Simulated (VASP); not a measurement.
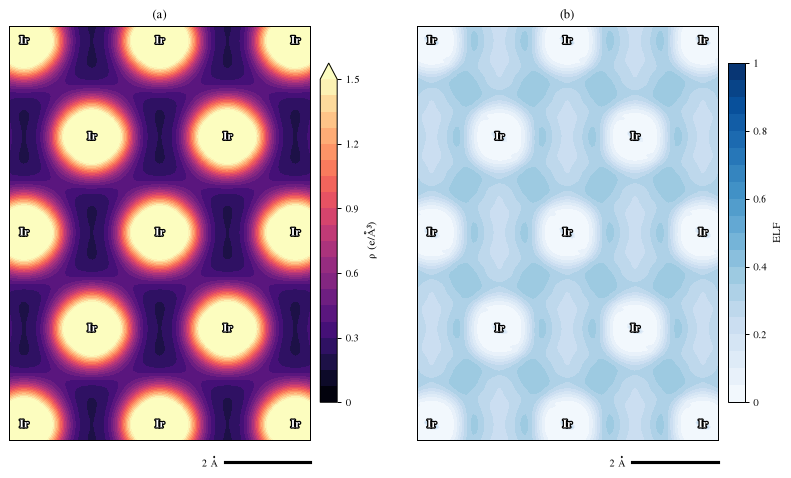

Figure 1: Ir. (a) valence electron density; (b) ELF on the (011̄) plane of the conventional cell.

Space group Im-3m; a generated structure, not necessarily the stable one; changed on purpose from its base cell (volume × 1.0); computed pressure about 2 GPa in this cell.

These are results of VASP, Kohn-Sham DFT of a periodic cell, BLYP, VASP PAW PBE potentials, recommended, not measurements.

The density is the valence pseudo-density of a PAW calculation; it isn't the true density close to the nuclei.

> Describe what can be read from this map.

- Atoms in the plane: Ir.
- Ir–Ir (2.74 Å): the density is about 0.4 e/Å³ at the midpoint; the ELF is about 0.40 at the midpoint.
- Between the atoms the lowest density in this plane is 0.22 e/Å³.
